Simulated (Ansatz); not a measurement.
**TiN (slab): density, localisation and related maps**

```yaml
crystal:
  lattice:
    - [2.94966, 0.00000, 0.00000]
    - [0.00000, 2.94966, 0.00000]
    - [0.00000, 0.00000, 27.51436]
  atoms:
    - { symbol: Ti, position: [0.50000, 0.50000, 0.27686] }
    - { symbol: N, position: [0.00000, 0.00000, 0.27107] }
    - { symbol: Ti, position: [0.00000, 0.00000, 0.34922] }
    - { symbol: N, position: [0.50000, 0.50000, 0.34812] }
    - { symbol: Ti, position: [0.50000, 0.50000, 0.42397] }
    - { symbol: N, position: [0.00000, 0.00000, 0.42451] }
    - { symbol: Ti, position: [0.00000, 0.00000, 0.50000] }
    - { symbol: N, position: [0.50000, 0.50000, 0.50000] }
    - { symbol: Ti, position: [0.50000, 0.50000, 0.57603] }
    - { symbol: N, position: [0.00000, 0.00000, 0.57549] }
    - { symbol: Ti, position: [0.00000, 0.00000, 0.65078] }
    - { symbol: N, position: [0.50000, 0.50000, 0.65188] }
    - { symbol: Ti, position: [0.50000, 0.50000, 0.72314] }
    - { symbol: N, position: [0.00000, 0.00000, 0.72893] }
```

Computed without spin polarisation.

Level of theory: DFT LDA, scalar-relativistic, plane waves, PAW (Ansatz).

In a PAW calculation such maps are meaningful between the atoms, not at the nuclei.

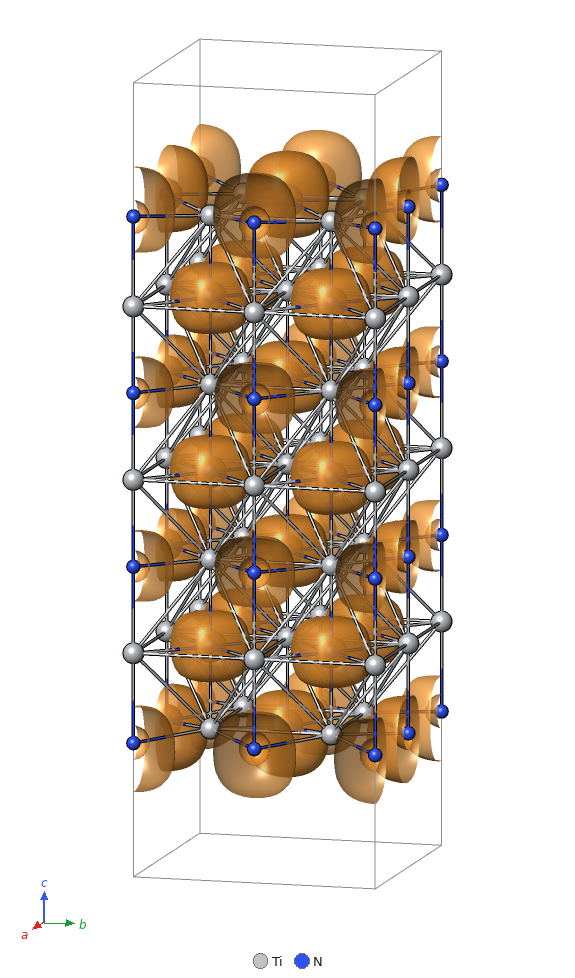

Figure 1. Isosurface of the ELF at 0.6 (orange), seen slightly off an axis. Only the valence region is drawn (cores and ρ < 0.01 e/Å³ removed). Sticks mark near contacts.

**Where are the electrons localised?**

At this value the surface marks out seven regions wrapped around N (the valence shell of each), counted in one cell of 14 atoms. Counts are for one cell; the picture repeats the cell along the surface. Profiles from the grid: Ti–N (1.96 Å): the ELF peaks at about 0.80 in the valence shell of N, 0.6 Å from its nucleus, and is about 0.25 at the midpoint (no localised pair shows between them). Ti–Ti (2.88 Å): the ELF is about 0.20 at the midpoint: no localised pair shows between them.

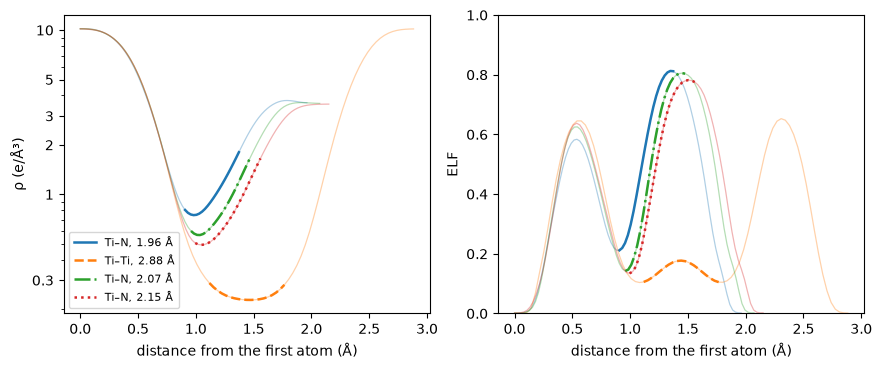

Figure 2. Valence pseudo-density and ELF along straight lines between neighbouring atoms. Thin, pale parts lie inside the atomic spheres.

**Compare the contacts.**

Ti–N (1.96 Å): ρ is about 0.75 e/Å³ halfway; the ELF peaks at about 0.80 in the valence shell of N, 0.6 Å from its nucleus, and is about 0.25 at the midpoint; no shared electron pair shows on this line.
Ti–Ti (2.88 Å): the density is about 0.23 e/Å³ at the midpoint; the ELF is about 0.20 at the midpoint: no shared electron pair shows on this line.
Ti–N (2.07 Å): ρ at the midpoint is about 0.57 e/Å³; the ELF peaks at about 0.80 in the valence shell of N, 0.6 Å from its nucleus, and is about 0.20 at the midpoint; no localised pair shows between them.
Ti–N (2.15 Å): the density is about 0.49 e/Å³ at the midpoint; the ELF peaks at about 0.80 in the valence shell of N, 0.6 Å from its nucleus, and is about 0.20 at the midpoint (no shared electron pair shows on this line).

**Does the calculation make it a metal, or give it a gap?**

It is metallic or semimetallic at this level of theory: no gap opens.
